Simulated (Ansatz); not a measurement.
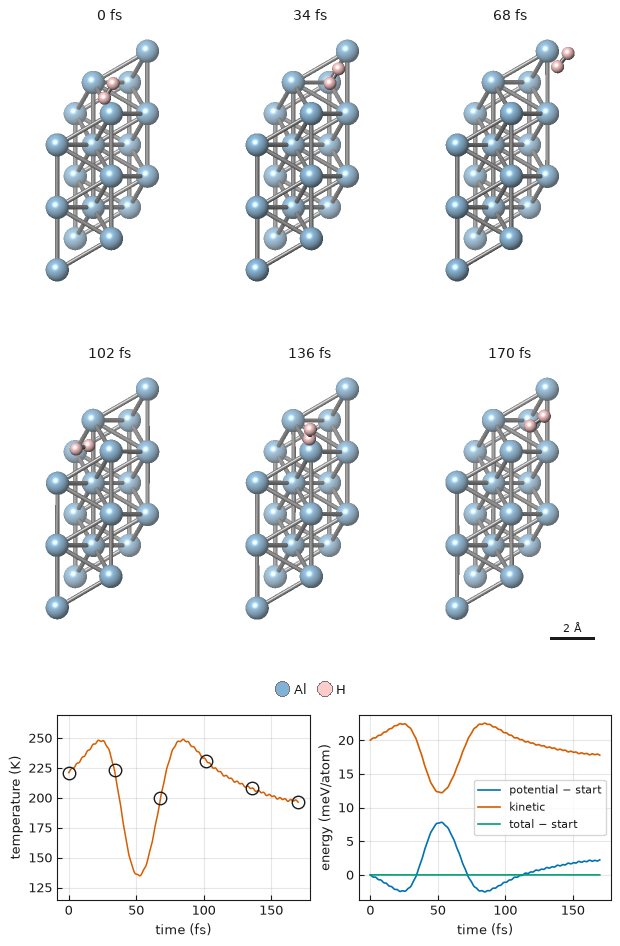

A Born-Oppenheimer molecular dynamics run of H2 on Al(111) (20 atoms in the cell), 170 fs long. Frames and the history of the run. Style: ball-and-stick. Shown: the simulation cell, with the vacuum cut short, along the c axis. Atoms that leave the cell re-enter on the other side. Bonds to atoms that aren't drawn are left out.

Theory: Ansatz 0.2.0, DFT LDA, scalar-relativistic, plane waves, PAW. Set-up: plane-wave cutoff 420 eV; k-point mesh 3 × 2 × 1; Fermi-Dirac smearing 0.1 eV; low-accuracy preset; 6 atoms held fixed; constant energy (NVE); time step 0.5 fs; at the start 2 atoms move with typed velocities and the others are at rest.

What happens in this trajectory?

Answer. Over the second half the temperature averages 216 K (spread ±15 K). The potential energy in the second half lies on average 0.5 meV per atom above the first frame. In the second half of the run the atoms are, in the root-mean-square, this far from where they began (common drift taken out): H 5.54 Å, Al 0.11 Å. Against the typical shortest distance between atoms in the first frame, about 2.9 Å, the H atoms wander away from their sites and keep going, while the Al atoms only vibrate. 2 of the 14 free atoms end more than three quarters of that spacing from the start. The total energy stays between −0.0071 and 5e−05 meV per atom of its start. A straight-line fit has a slope that amounts to −0.001 meV per atom over 170 fs (under 0.1 % of the mean kinetic energy), and the ripple about it is under 0.1 % of the kinetic energy's fluctuation. With a drift under 2 % and a ripple under 7 %, the integration is accurate.

Limits of the set-up: the program's low-accuracy preset was used; the periodic images lie only 5.7 Å apart, so the values are limited by the cell's size.

Cost: 24 min on 1 thread of AMD EPYC 7R43 64-Core Processor (Zen 3), on a shared host, peak memory 0.81 GiB.

PAW datasets: the set soft_1.
